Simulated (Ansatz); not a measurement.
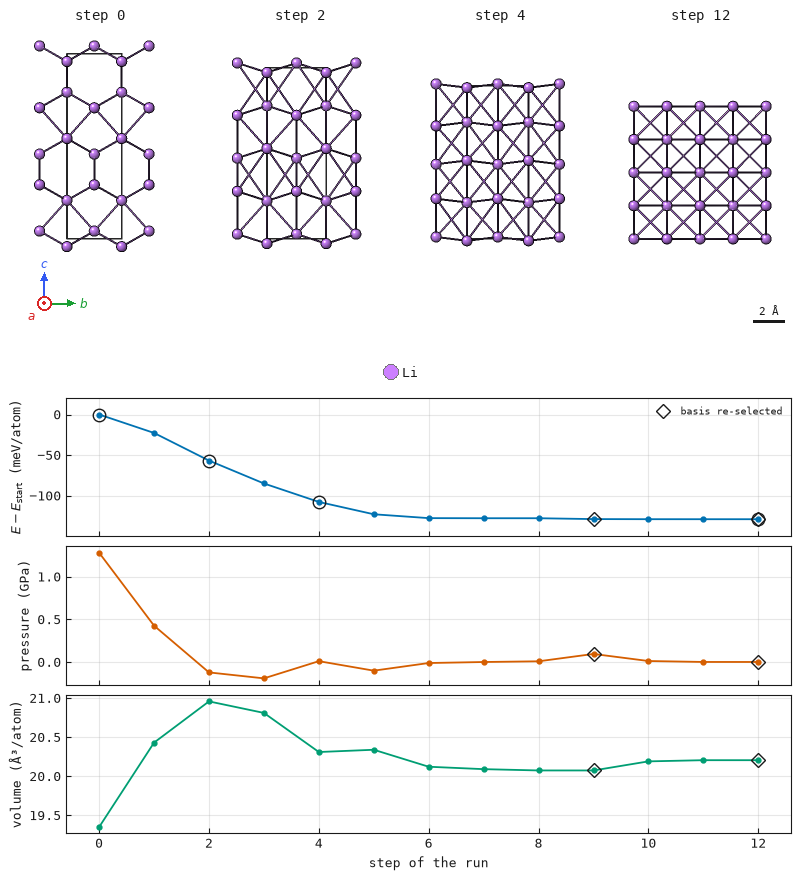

Frames of a relaxation of a crystal of Li (a generated structure, set up in I4_1/amd), marked on the history of the run. A ball-and-stick model of the conventional cell (2 times the calculation's cell), seen along the a axis. Lengths and directions refer to the drawn axes.

Level of theory: Ansatz 0.2.0, DFT PBE, scalar-relativistic, plane waves, PAW. Set-up: plane-wave cutoff 420 eV; k-point mesh 18 × 18 × 18; occupations gaussian; smearing width 0.1 eV; no spin polarisation; cell and atoms relaxed; force threshold 0.01 eV/Å; at most 80 steps.

Describe the path.

The largest moves relative to the cell, 0.36 Å, are those of Li atoms. The volume changes by +4.4 %, with a = b 3.576 → 4.319 Å (+20.8 %), c 12.102 → 8.665 Å (−28.4 %). Some distances before and after: Li–Li 4.420 → 3.060 Å, Li–Li 3.515 → 3.059 Å, Li–Li 2.690 → 3.058 Å, Li–Li 2.726 → 3.054 Å. New bonds form: Li–Li (4.42 → 3.06 Å). Among the angles between lasting bonds that change: Li–Li–Li 136.2° → 180.0°, Li–Li–Li 80.9° → 60.1°, Li–Li–Li 135.6° → 120.0°. The space group (tolerance 0.01 Å) goes from I4_1/amd (No. 141) to Fm-3m (No. 225). After 10 accepted moves (12 points after the start) the energy has fallen by 129 meV per atom. Largest force component: 0.027 eV/Å at the start, 0.00059 eV/Å at the end. The pressure goes from 1.28 to 0.00 GPa. At 2 points the geometry stayed and the basis and grid were re-selected for the new cell (energy shift of 1.0 meV per atom at most each time). The run took 5.5 min on 1 thread of Intel(R) Xeon(R) Processor @ 2.70GHz, with other jobs on the host, peak memory 0.72 GiB. From step 0 to 2: Li atoms move most (0.16 Å), volume +8.3 %, energy −56.7 meV per atom. From step 2 to 4: Li atoms move most (0.15 Å), volume −3.1 %, energy −50.9 meV per atom. From step 4 to 12: Li atoms move most (0.11 Å), volume −0.5 %, energy −21.3 meV per atom.
